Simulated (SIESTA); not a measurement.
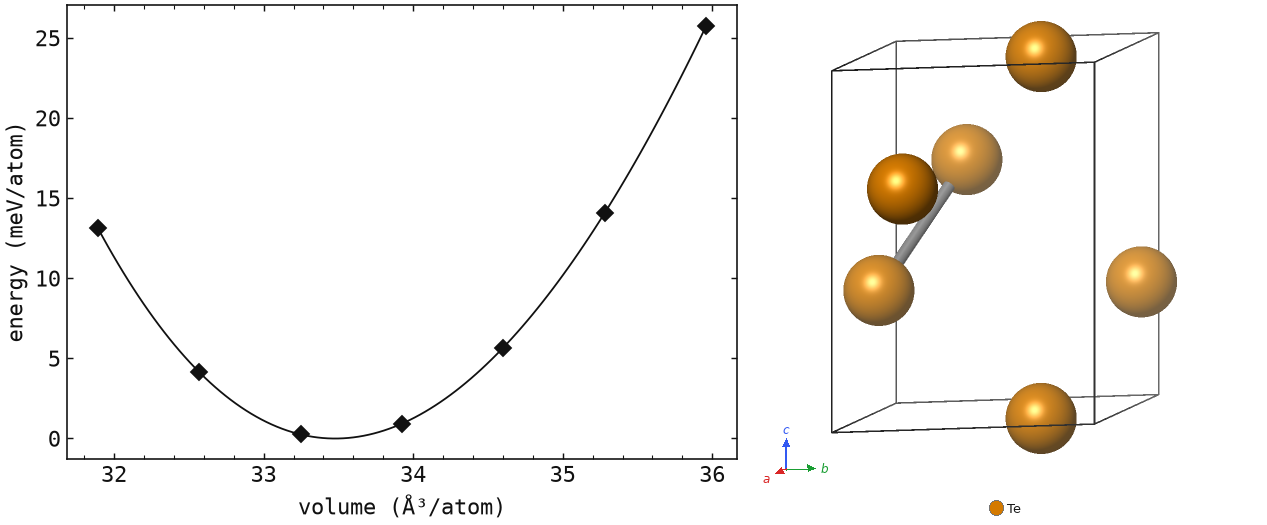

The picture above shows the energy against volume for Te, space group P3_121 (No. 152). The conventional cell is drawn beside the plot.

Cell as given: a = 4.454 Å, b = 4.454 Å, c = 5.924 Å, α = 90.00°, β = 90.00°, γ = 120.00°; 3 atoms.

How it was computed, with SIESTA 5.4.2: DFT in numerical atomic orbitals with pseudopotentials, no spin polarisation; energies at scaled volumes of the given cell, shape and fractions fixed, counted from the fit's minimum, third-order Birch-Murnaghan fit. Level: LDA.

```json
{"setting": "k mesh", "value": "7×7×5"}
{"setting": "occupations", "value": "Fermi–Dirac"}
{"setting": "smearing width", "value": "0.05 eV"}
{"setting": "potentials", "value": "PseudoDojo 0.4 standard, converted to PSML, two zetas on semicore shells"}
{"setting": "program settings", "value": "basis DZP, mesh cutoff 500 Ry"}
```

This calculation gives: equilibrium volume 33.48 Å³/atom and bulk modulus 51.2 GPa.

Now the level changes from LDA to PBEsol. Predict the effect.

The equilibrium volume rises from 33.48 to 34.15 Å³/atom (+2.0 %) and the bulk modulus falls from 51.2 to 48.3 GPa (−5.7 %).

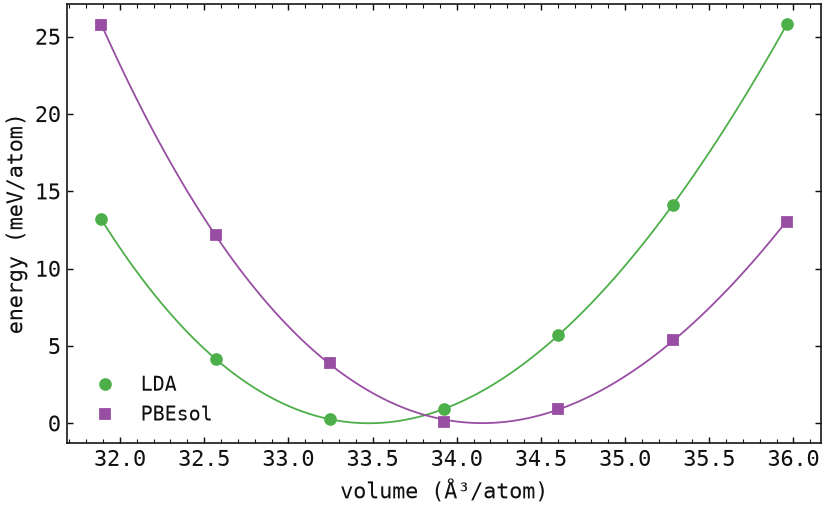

The two results together.

For both, limits of the calculation: mulliken charges of long orbitals; shape and atomic fractions are frozen while scaling, which makes layered, chain and framework solids too stiff.

V0 and the bulk modulus come from third-order Birch–Murnaghan fits.
